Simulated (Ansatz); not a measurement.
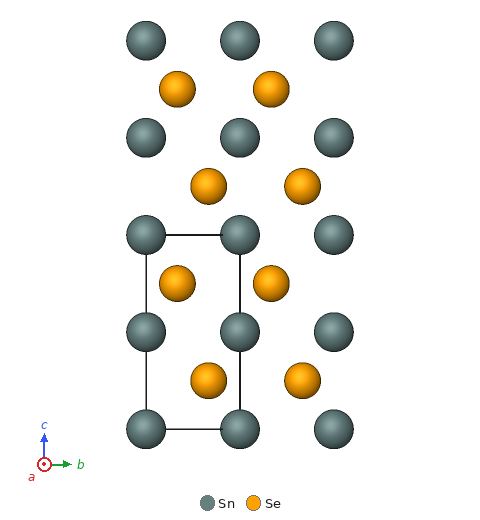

Projection along an edge of the hexagonal mesh, stacking direction c upwards. Every atom sits on one of the three columns of the mesh; call them A, B, C in the order in which they first turn up. The sequence starts with the first layer at or above the cell's origin.

SnSe. Coordinates: the geometry relaxed with Ansatz, DFT PBE, scalar-relativistic, plane waves, PAW; the starting structure was generated, so it need not be a known form of this composition.

### List the layers of one repeat.

Sn(A) – Se(B) – Sn(A) – Se(C) (four layers in 7.49 Å).

### How are the Se layers alone stacked?

Se layers alone: BC, the hexagonal close-packed type.

### Which positions between or in the Se layers do the other atoms fill?

Sn: two octahedral sites (per hexagonal cell).
